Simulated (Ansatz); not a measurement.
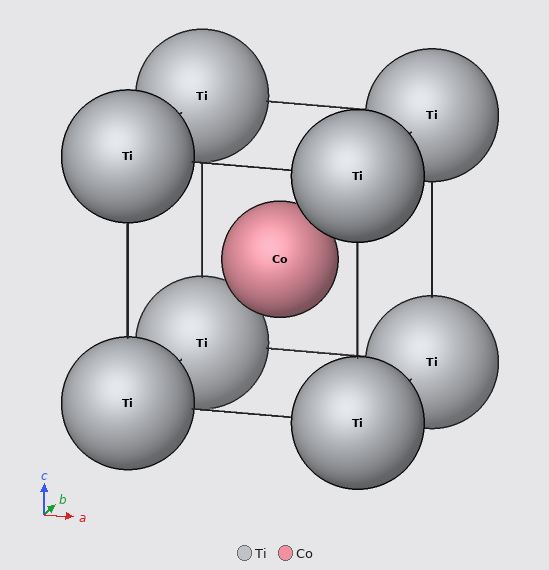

An orthographic spheres-only view of the structure, slightly off an axis. Atoms at the boundary of the conventional unit cell (the box) are drawn once for each face, edge or corner they touch.

TiCo, space group P4/mmm (No. 123), a = 2.99 Å, b = 2.99 Å, c = 3.17 Å, α = 90.00°, β = 90.00°, γ = 90.00°.

Setup: DFT PBEsol, scalar-relativistic, plane waves, PAW in Ansatz 0.2.0; E_cut = 420 eV, k-points about 0.13 Å⁻¹ apart, Gaussian smearing of 0.15 eV, collinear spins. The state is ferromagnetic, in a cell of 2 atoms.

Is it conducting or gapped at this level?

A metal: bands cross the Fermi level.

How far is the cell from zero pressure?

The computed pressure is -15.6 GPa (stretched: it would shrink). The stress isn't hydrostatic: its largest component is 19.3 GPa.

Origin of the cell: a structure listed in the Materials Project. The cell was then strained or its atoms displaced on purpose. It went into a calculation with Ansatz.

At this level of theory the cell isn't at rest (stretched, at -16 GPa), so its distances can differ from those at equilibrium, the more so the softer the solid, and its magnetic state may change on relaxation.
